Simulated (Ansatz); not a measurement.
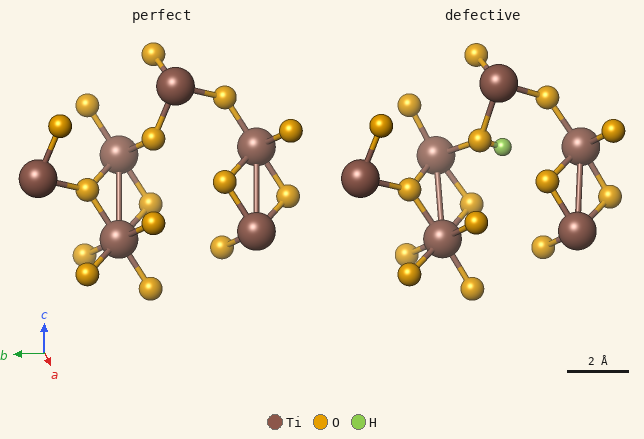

Left: perfect TiO2. Right: the same region with one point defect, after relaxing the atoms in a supercell of 72 sites. The picture is a ball-and-stick view of the atoms within 4.6 Å of one point, in a slice 3.4 Å thick across the line of sight, seen from a free direction.

Level of theory: Ansatz, DFT, PBEsol, PAW, plane waves. (plane-wave cutoff 420 eV; k-point mesh 1 × 1 × 1; mesh shifted by (0.25, 0.25, 0.25); no spin polarisation) Fermi-Dirac smearing of 0.01 eV. A uniform background neutralises the charged cell. The axes drawn are those of the host's conventional cell.

Q: Which defect is it?

A: An extra hydrogen atom is put between the host's atoms (an interstitial).

The charge state of the cell is −1.

Q: How does the lattice respond?

A: The H atom starts with 1 O at 1.29 Å around its place and ends with 1 O at 1.00 Å. Of the host's atoms, an oxygen atom moves furthest from its site, by 0.22 Å. The H atom itself moves 1.69 Å from where it was put.

Limits of the set-up: the cell is charged, on a uniform background, and energies carry no finite-size correction.
